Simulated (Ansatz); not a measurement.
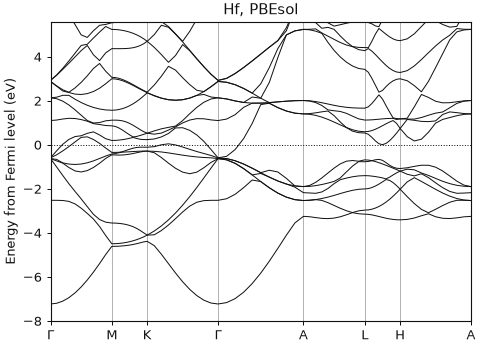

Band structure. Energies are counted from the Fermi level. The path runs straight from each named point to the next.

What lattice type does the k path imply?

A hexagonal (primitive) lattice: the path Γ–M–K–Γ–A–L–H–A runs through the special points of its Brillouin zone.

System: Hf, space group P6/mmm, 3 atoms in the cell; a = 4.962 Å, c = 3.086 Å (hexagonal axes).

Level of theory: PBEsol, all-electron LAPW, inner shells corrected to Dirac's equation, no spin polarisation, no spin-orbit coupling, 6×6×9 k mesh, Fermi-Dirac smearing of 0.05 eV; code Ansatz.

Does this material conduct, going by its bands?

A metal: bands cross the Fermi level along this path.

Which levels at K lie nearest to the Fermi level?

At K the nearest levels lie 0.11 eV below and 0.24 eV above the Fermi level.

Spin-orbit coupling is left out, which matters for Hf. The k mesh is thin for a metal, so its Fermi level is uncertain. This isn't the form of Hf at room conditions, which is hcp. Bands are joined in order of energy, so crossings between the computed points show as kinks or gaps.
